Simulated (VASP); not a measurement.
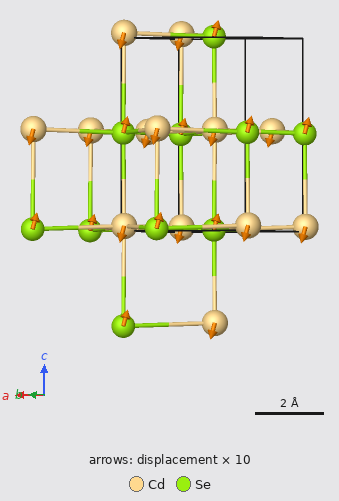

This is a relaxation of solid CdSe (set up in P1). The starting structure is drawn; orange arrows show the displacements (the part carried along by the change of the cell is left out), 10 times their true length.

The picture is a ball-and-stick view of the conventional cell (2 times the calculation's cell), seen from a free direction. Lengths and directions refer to the drawn axes.

The run lets cell and atoms move, from a rattled start.

These are results of VASP, Kohn-Sham DFT of a periodic cell, PW91 with D3(BJ), VASP PAW PBE potentials, minimal, not measurements.

Input
```
  PREC = Accurate
  ENCUT = 580
  EDIFF = 1E-6
  ISMEAR = -5
  SIGMA = 0.05
  LREAL = False
  LASPH = True
  NELM = 60
  ALGO = Normal
  ISIF = 3
  LWAVE = False
  LCHARG = False
  GGA = 91
  IVDW = 12
  VDW_S6 = 1.0
  VDW_S8 = 1.9598
  VDW_A1 = 0.6319
  VDW_A2 = 4.5718
  IBRION = 2
  NSW = 60
  EDIFFG = -0.02
```

Launched with:
```bash
cat potpaw_PBE.64/Cd/POTCAR potpaw_PBE.64/Se/POTCAR > POTCAR
mpirun -np 1 vasp_std > vasp.out
```

### What did the optimiser do to the structure, and how much energy did it gain?

The energy falls by 8.1 meV per atom in 12 geometry steps. The largest force component goes from 0.12 to 0.0035 eV/Å. The pressure goes from −1.69 to 0.02 GPa. The largest moves relative to the cell, 0.052 Å, are those of Cd and Se atoms. By element the largest moves are Se 0.052 Å, Cd 0.052 Å. The volume changes by −3.1 %, with a = b 4.064 → 4.023 Å (−1.0 %), c 5.748 → 5.686 Å (−1.1 %). Near-neighbour distances that change, for instance: Cd–Se 2.977 → 2.844 Å, Cd–Se 2.772 → 2.842 Å, Cd–Se 2.904 → 2.842 Å, Cd–Se 2.881 → 2.844 Å. Bond angles that change, for instance: Cd–Se–Cd 175.9° → 179.9°, Se–Cd–Se 175.9° → 179.9°, Cd–Se–Cd 92.6° → 90.0°. The space group (tolerance 0.01 Å) goes from Cm (No. 8) to Fm-3m (No. 225).
